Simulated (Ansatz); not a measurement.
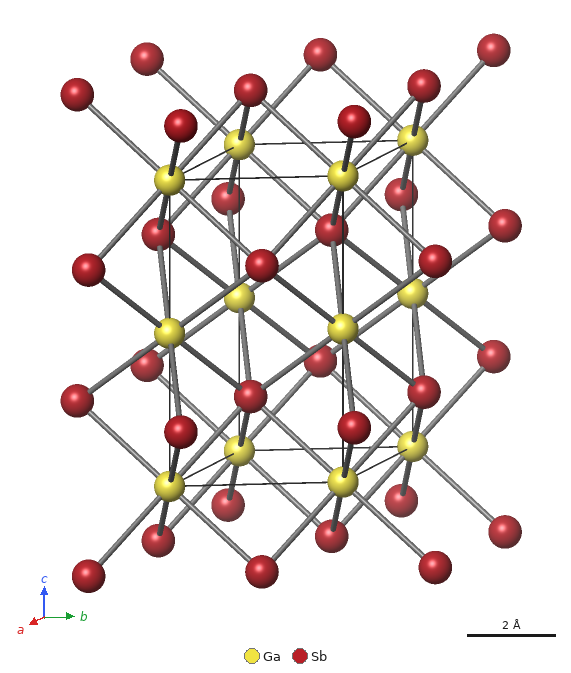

This ball-and-stick model is shown slightly off an axis. The parallelepiped is the conventional unit cell. The bonded neighbours beyond the faces are included. Cell: a = 3.98 Å, b = 3.98 Å, c = 7.16 Å, α = 90.00°, β = 90.00°, γ = 120.00°.

The cell started as a structure type filled with these elements by a generator (whether the compound takes this form wasn't checked). Earlier steps of the study may have refined or changed the cell and positions. It went into a calculation with Ansatz.

Give a description of the structure.

The stoichiometry is GaSb. The atoms follow space group P6_3/mmc (No. 194); the Bravais lattice is primitive hexagonal. It adopts the structure known as nickel arsenide (NiAs) type. Counting shared atoms by their share gives 2 Ga, 2 Sb, or 4 atoms. The coordination shell of Ga holds six Sb in an octahedral arrangement at about 2.9 Å. Sb is linked to six Ga in a distorted trigonal prismatic arrangement at about 2.9 Å. The bonds build a three-dimensional framework.

Theory: DFT PBE, scalar-relativistic, plane waves, PAW in Ansatz. Numerical settings: a basis cut at 420 eV, k-grid 15×15×8, Gaussian smearing of 0.1 eV, no spin polarisation.

Is it conducting or gapped at this level?

A metal: bands cross the Fermi level.

How are the electrons shared out in a Bader analysis?

Ga +0.21 e; Sb -0.21 e.

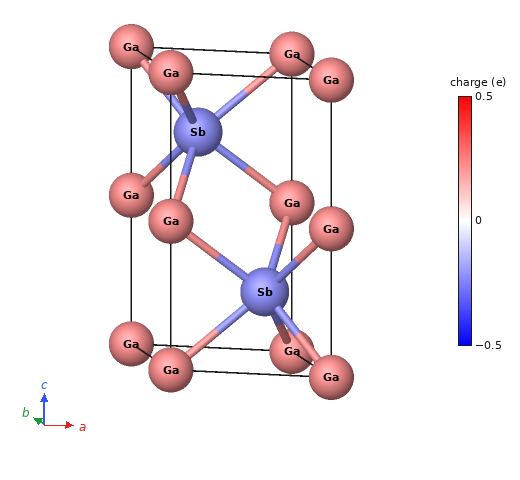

The atoms coloured by those charges. The run's cell of 4 atoms is drawn.

Do the forces and the stress vanish for this geometry?

Yes. All forces vanish to within 0.01 eV/Å. The pressure is 0.0 GPa, close to zero.
